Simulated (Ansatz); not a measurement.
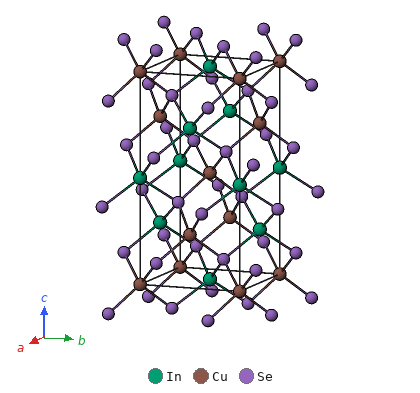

InCuSe2, space group I-42d (No. 122), a = 5.869 Å, b = 5.869 Å, c = 11.809 Å, α = 90.00°, β = 90.00°, γ = 90.00°

```json
{"site": "In", "Wyckoff": "4b", "x": "0.5000", "y": "0.5000", "z": "0.0000"}
{"site": "Cu", "Wyckoff": "4a", "x": "0.0000", "y": "0.0000", "z": "0.0000"}
{"site": "Se", "Wyckoff": "8d", "x": "0.2184", "y": "0.2500", "z": "0.1250"}
```

Origin: the end point of a relaxation with Ansatz, DFT PBE, scalar-relativistic, plane waves, PAW.

Q: How is the cell volume shared among the sites in a plain Voronoi partition?

A:
```
site  faces above 1 % of the sphere  volume (Å³)  solid angle by neighbour (%)
  In                             12        27.88               Se 85 Cu 8 In 7
  Cu                              8        23.10               Se 91 In 8 Cu 1
  Se                             10        25.34             Cu 45 In 42 Se 12
```

Weighted by multiplicity the volumes add up to the cell volume, 406.7 Å³.

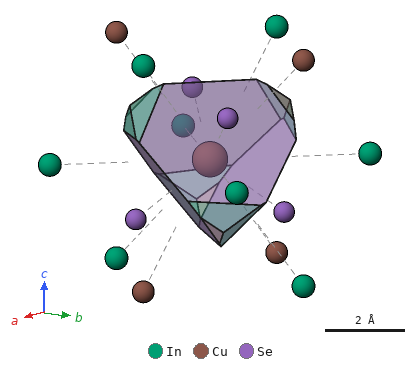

The computed Voronoi cell of Cu, with the neighbours that bound it.
